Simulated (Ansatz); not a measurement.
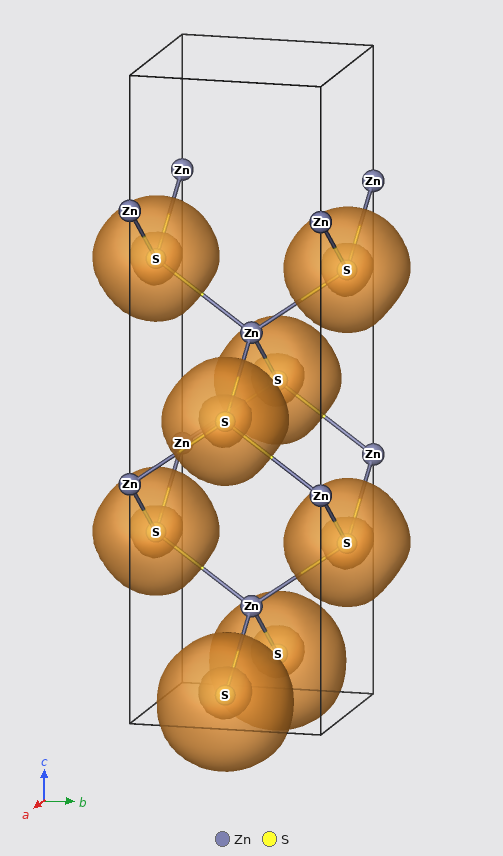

ZnS. Isosurface of the ELF at 0.65 (orange), seen slightly off an axis. Only the valence region is drawn (cores and ρ < 0.01 e/Å³ removed). Sticks mark near contacts.

Space group Pmm2; not relaxed (largest force 0.8 eV/Å).

These are results of Ansatz, DFT PBE, scalar-relativistic, plane waves, PAW, not measurements.

Core electrons are frozen (PAW), and the valence fields are smoothed inside the atomic spheres.

Where are the electrons localised?

Answer. The surface consists of four regions wrapped around S (the valence shell of each), counted in one cell of 8 atoms. Any copies at cell faces, edges or corners count once. Profiles from the grid: Zn–S (2.34 Å): the ELF peaks at about 0.90 in the valence shell of S, 0.8 Å from its nucleus, and is about 0.60 at the midpoint.

Does the calculation give a band gap?

Answer. It is metallic or semimetallic at this level of theory: no gap opens.
